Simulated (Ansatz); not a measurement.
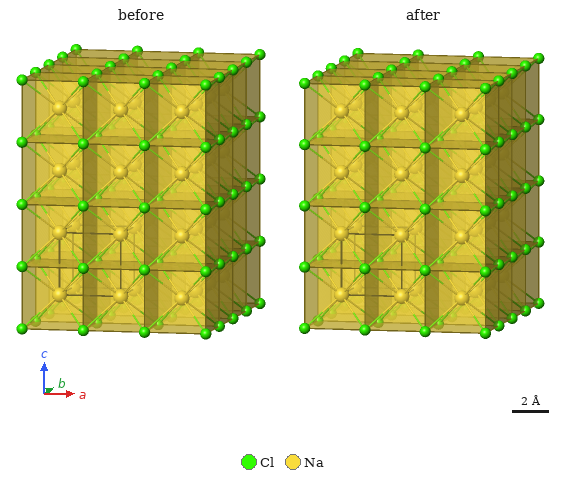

The structure of solid NaCl (set up in Pm-3m) before (left) and after (right) a relaxation, at one scale.

The picture is a polyhedral view of the cell of the calculation, repeated 2 × 3 × 3 with one cell outlined, seen slightly off an axis.

The run lets cell and atoms move.

These are results of Ansatz 0.2.0, Kohn-Sham DFT of a periodic cell, PBEsol, Ansatz PAW, not measurements.

Input file:
```yaml
crystal:
  lattice:
    - [3.50219, 0.0, 0.0]
    - [0.0, 3.50219, 0.0]
    - [0.0, 0.0, 3.50219]
  atoms:
    - { symbol: Cl, position: [0.5, 0.5, 0.5] }
    - { symbol: Na, position: [0.0, 0.0, 0.0] }
hamiltonian:
  xc: pbesol
  pseudopotentials: { kind: paw }
kpoints:
  mp_grid: { grid: [8, 8, 8] }
scf:
  occupations: { method: fermi_dirac, width: 0.05 }
output:
  forces: true
  stress: true
relax:
  f_tol: 0.01
  max_steps: 40
  cell: { stress_tol: 0.05 }
```

Run as
```bash
ansatz run input.yaml --threads 2 --pin off --max-ram 5632MiB --backend cpu --events-out ev --progress --plain --runs-dir out
```

Summarise the run.

Answer. The atoms keep their places relative to the cell (all moves are under 0.005 Å). Cell: a = b = c 3.502 → 3.447 Å (−1.6 %). Volume −4.7 %. Among the contacts that change: Cl–Na 3.033 → 2.985 Å. The space group stays Pm-3m (No. 221). The energy falls by 8.0 meV per cell of the calculation in 3 accepted moves (4 points after the start). All forces vanish by symmetry, so only the cell relaxes. Pressure: −1.22 GPa at the start and 0.00 GPa at the end. At 1 point the geometry stayed and the basis and grid were re-selected for the new cell (energy shift of less than 0.05 meV per cell of the calculation at most each time).
